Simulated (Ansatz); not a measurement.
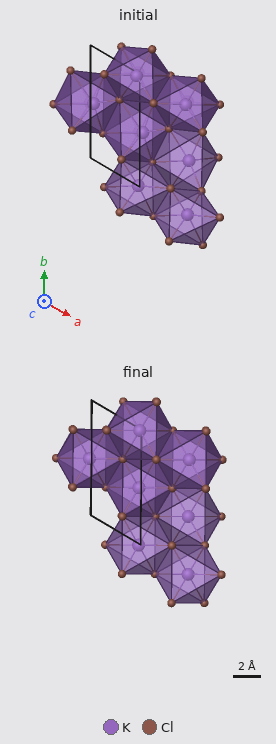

The structure of solid KCl (built on the NiAs type) before (top) and after (bottom) a relaxation, at one scale.

A polyhedral model of the cell of the calculation, repeated 2 × 1 × 1 with one cell outlined, seen along the c axis.

Case: shaken.

These are results of Ansatz, DFT, PBEsol, plane waves, PAW, not measurements.

Input
```yaml
crystal:
  lattice:
    - [4.2851925021, -0.0011490432, -0.0404890434]
    - [-4.2871827033, 7.2904475371, 0.0634463773]
    - [-0.0711848964, 0.023302964, 7.6079729509]
  atoms:
    - { symbol: K, position: [-0.0664914937, -0.0311296208, -0.0249741647] }
    - { symbol: K, position: [-0.0319657226, 0.0028608167, 0.5009163596] }
    - { symbol: Cl, position: [0.2517773061, 0.2839804676, 0.2560649396] }
    - { symbol: Cl, position: [0.6260718375, 0.1467254006, 0.7500236298] }
    - { symbol: K, position: [5.67987e-05, 0.490114836, 0.0162130864] }
    - { symbol: K, position: [0.0623444623, 0.4980522677, 0.5176679646] }
    - { symbol: Cl, position: [0.2789414343, 0.8132734026, 0.257868264] }
    - { symbol: Cl, position: [0.593493549, 0.6703906518, 0.7327197936] }
kpoints:
  mp_grid: { grid: [6, 6, 2] }
hamiltonian:
  xc: pbesol
scf:
  occupations: { method: fermi_dirac, width: 0.05 }
relax:
  f_tol: 0.01
  cell: {}
  max_steps: 120
```

Command:
```bash
ansatz run input.yaml --threads 2 --pin off --max-ram 2211MiB --backend cpu --events-out ev --progress --plain --runs-dir out
```

**What changed between the two?**

The largest move relative to the cell is that of K6, 0.40 Å in a general direction near [−3 0 −1]. By element the largest moves are K 0.40 Å, Cl 0.32 Å. The drawn cell changes as follows: a 4.285 → 4.308 Å (+0.5 %), b 8.458 → 8.616 Å (+1.9 %), c 7.608 → 7.583 Å (−0.3 %), α 89.1° → 90.0°, β 91.1° → 90.0°, γ 120.5° → 120.0°; the volume changes by +2.6 %. Among the contacts that change: K6–Cl8 2.559 → 3.126 Å, Cl3–K6 3.574 → 3.128 Å, K5–Cl8 3.531 → 3.127 Å, K2–Cl3 2.761 → 3.127 Å. Among the angles between lasting bonds that change: Cl3–K6–Cl8 161.5° → 180.0°, Cl3–K6–Cl8 109.1° → 93.0°, Cl4–K6–Cl7 164.2° → 179.8°. The space group (tolerance 0.01 Å) goes from P1 (No. 1) to P6_3/mmc (No. 194). Over 3 accepted moves (4 points after the start) the energy falls by 79.6 meV per atom. Largest force component: 1.1 eV/Å at the start, 0.0017 eV/Å at the end. Pressure: 1.84 GPa at the start and 0.00 GPa at the end. At 1 point the geometry stayed and the basis and grid were re-selected for the new cell (energy shift of less than 0.05 meV per atom at most each time).
